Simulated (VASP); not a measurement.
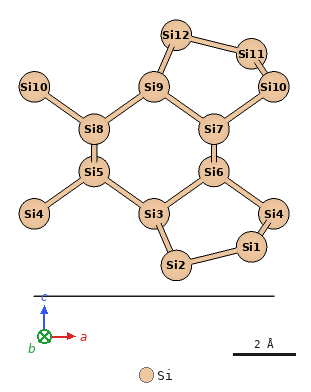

This is the input geometry for a relaxation of a slab of composition Si. The picture is a ball-and-stick view of the cell of the calculation, outlined in the plane, without the vacuum, seen along the b axis.

The run lets the atoms move in a fixed cell.

These are results of Kohn-Sham DFT of a periodic cell, PBE, VASP PAW PBE potentials, recommended (VASP), not measurements.

Input
```
SYSTEM = Si
PREC = Accurate ; ENCUT = 520
EDIFF = 1E-6 ; ISMEAR = 0
SIGMA = 0.03 ; LREAL = .FALSE.
LASPH = .TRUE. ; NELM = 120
ALGO = Normal ; ISIF = 2
LWAVE = .FALSE. ; LCHARG = .FALSE.
LDIPOL = .TRUE. ; IDIPOL = 3
DIPOL = 0.5 0.5 0.500 ; GGA = PE
IBRION = 2 ; NSW = 90
EDIFFG = -0.01 ; ISYM = 0
KPAR = 4
```

Run as
```bash
cat potpaw_PBE.64/Si/POTCAR > POTCAR
mpirun -np 4 vasp_std > vasp.out
```

The structure:
```xyz
12
Lattice="7.7338 0.0000 0.0000 0.0000 3.8669 0.0000 0.0000 0.0000 21.4358" Properties=species:S:1:pos:R:3 pbc="T T T"
Si    7.0138    0.0000    7.6000
Si    4.5869    0.0000    7.0000
Si    3.8669    1.9334    8.6672
Si    0.0000    1.9334    8.6672
Si    1.9334    1.9334   10.0343
Si    5.8003    1.9334   10.0343
Si    5.8003    0.0000   11.4015
Si    1.9334    0.0000   11.4015
Si    3.8669    0.0000   12.7686
Si    0.0000    0.0000   12.7686
Si    7.0138    1.9334   13.8358
Si    4.5869    1.9334   14.4358
```

> Where does the relaxation end?

The largest moves relative to the layer's centre, 0.53 Å, are those of Si1 and Si11. Si11 goes at 41° to the normal (−c side). The cell stays as it was. Some distances before and after: Si1–Si6 3.337 → 2.936 Å, Si2–Si3 2.653 → 2.408 Å, Si11–Si12 2.500 → 2.344 Å, Si3–Si5 2.368 → 2.416 Å. Bond angles that change, for instance: Si7–Si10–Si11 90.7° → 76.3°, Si12–Si9–Si12 93.6° → 106.8°, Si10–Si11–Si12 114.3° → 123.7°. The energy falls by 1.260 eV per cell of the calculation in 26 geometry steps. Largest force component: 1.1 eV/Å at the start, 0.0093 eV/Å at the end.

Step by step:

```csv
step,"E − E(0), meV/atom","largest force component, eV/Å"
0,0.00,1.1106
1,-27.26,0.8986
2,-51.10,1.2009
3,-54.39,1.0134
4,-71.41,0.5834
5,-72.93,0.7270
6,-80.99,0.4249
7,-83.60,0.4446
8,-88.98,0.4507
9,-98.96,0.4343
10,-103.33,0.2057
11,-103.33,0.2016
12,-104.25,0.1054
13,-104.30,0.1269
14,-104.68,0.0530
15,-104.70,0.0542
16,-104.80,0.0321
17,-104.81,0.0377
18,-104.88,0.0272
19,-104.90,0.0393
20,-104.94,0.0286
21,-104.94,0.0336
22,-104.97,0.0207
23,-104.98,0.0263
24,-104.99,0.0183
25,-104.99,0.0170
26,-105.00,0.0093
```

After the run, drawn alike:

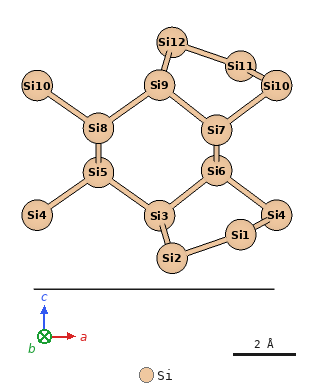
